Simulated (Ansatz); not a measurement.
## Electronic structure of AlRu in real space

Input

```
crystal:
  lattice:
    - [2.4420450694, -4.5518600089, 0.0]
    - [2.4420450694, 4.5518600089, 0.0]
    - [0.0, 0.0, 2.836125652]
  atoms:
    - { symbol: Al, position: [0.28286802, 0.71713198, 0.5] }
    - { symbol: Al, position: [0.71713198, 0.28286802, 0.5] }
    - { symbol: Ru, position: [0.5, 0.5, 0.0], spin: 0.11 }
    - { symbol: Ru, position: [0.0, 0.0, 0.5], spin: 0.63 }
basis:
  ecutwfc: 420
kpoints:
  mp_grid: { grid: [12, 12, 16] }
  band_path:
    path:
      - [[0.0, 0.0, 0.0], [-0.5, 0.5, 0.0], [-0.32195642, 0.67804358, 0.0]]
      - [[0.32195642, 0.32195642, 0.0], [0.0, 0.0, 0.0], [0.0, 0.0, 0.5], [0.32195642, 0.32195642, 0.5]]
      - [[-0.32195642, 0.67804358, 0.5], [-0.5, 0.5, 0.5], [-0.5, 0.5, 0.0]]
      - [[0.0, 0.0, 0.0], [0.0, 0.5, 0.0], [0.0, 0.5, 0.5], [0.0, 0.0, 0.5], [-0.5, 0.5, 0.5]]
    npoints: 14
hamiltonian:
  xc: pbe
scf:
  occupations: { method: gaussian, width: 0.1 }
  n_extra_bands: 10
output:
  forces: true
  stress: true
  eigenvalues: true
  populations: true
  dos: { projected: true, de: 0.02, nscf_kmesh: { grid: [15, 15, 20] } }
  bader: true
  write_density: true
  write_potential: true
  elf: true
  volumetric_format: npy
magnetization:
  spin_polarized: true
checkpoint:
  read: start.run
  write: ck
  compress: false
  write_wavefunctions: false
  write_every: 100000
```

Command:

```sh
ansatz run input.yaml --threads 1 --pin off --max-ram 2560MiB --backend cpu --events-out ev --progress --plain --runs-dir out
```

Below, planes, directions and counts refer to the conventional cell (a = 4.88 Å, b = 9.10 Å, c = 2.84 Å, α = 90.00°, β = 90.00°, γ = 90.00°).

Space group Cmmm; a structure generated by program, which may or may not match a known phase; spin-polarised.

Method: DFT PBE, scalar-relativistic, plane waves, PAW in Ansatz.

In a PAW calculation such maps are meaningful between the atoms, not at the nuclei.

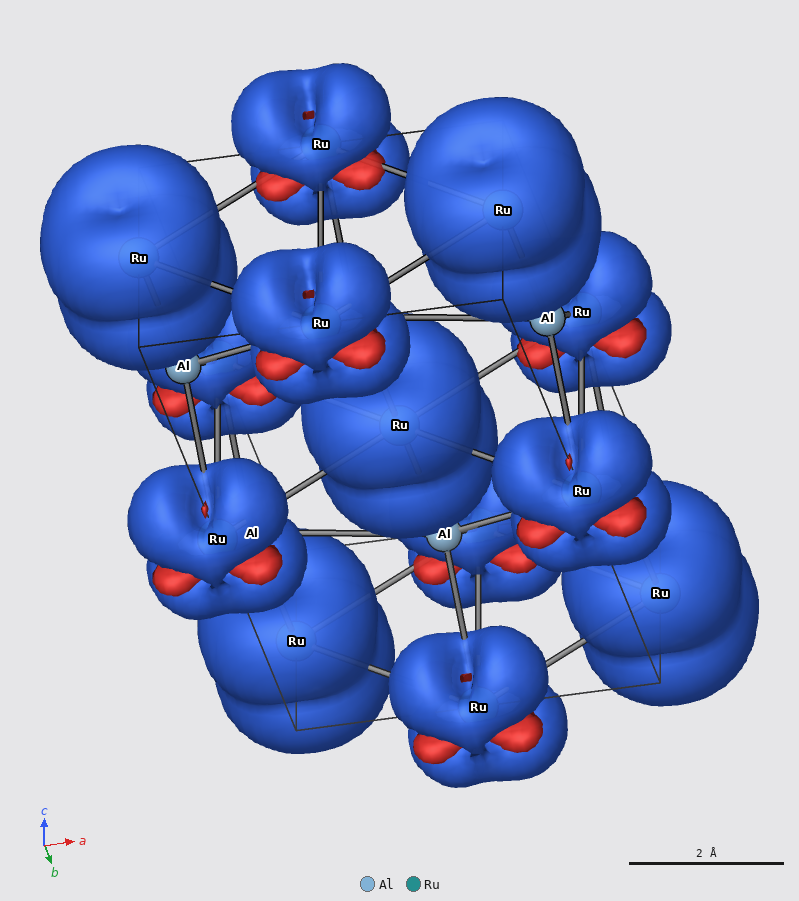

Figure 1. Isosurfaces of the spin density (up minus down) at +0.006 (blue) and −0.006 e/Å³ (red), seen at an oblique angle. Sticks mark near contacts.

Q: Describe the spin distribution.

A: The spin density sits on Ru: +0.6 μB (×2) in one cell of 8 atoms: parallel main moments, as they must be, since the calculation's own cell holds one magnetic site. The cell of the calculation (4 atoms) carries 0.7 μB of net spin moment.

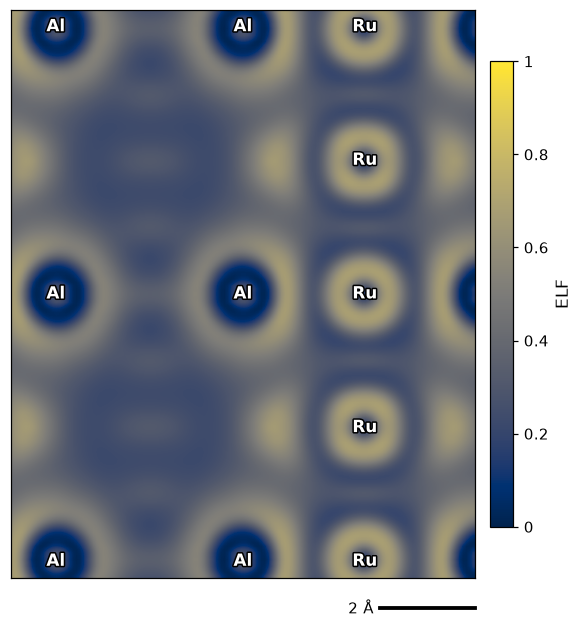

Figure 2. Electron localisation function on the (101) plane of the conventional cell.

Q: Read the bonding off the picture.

A:
- The section cuts through Al and Ru sites.
- Ru–Ru (2.82 Å): the ELF is about 0.30 at the midpoint.
- Al–Ru (2.58 Å): the ELF is about 0.40 at the midpoint.
- The features right at Ru lie inside the PAW spheres, where the map follows smoothed inner orbitals and isn't to be read closely.

Q: Does the calculation make it a metal, or give it a gap?

A: It is metallic or semimetallic at this level of theory: no gap opens.

Q: What Bader charges does the calculation give?

A: Electrons move from Al towards Ru. Bader charges: Al +1.15 and Ru −1.65 to −0.65 e.
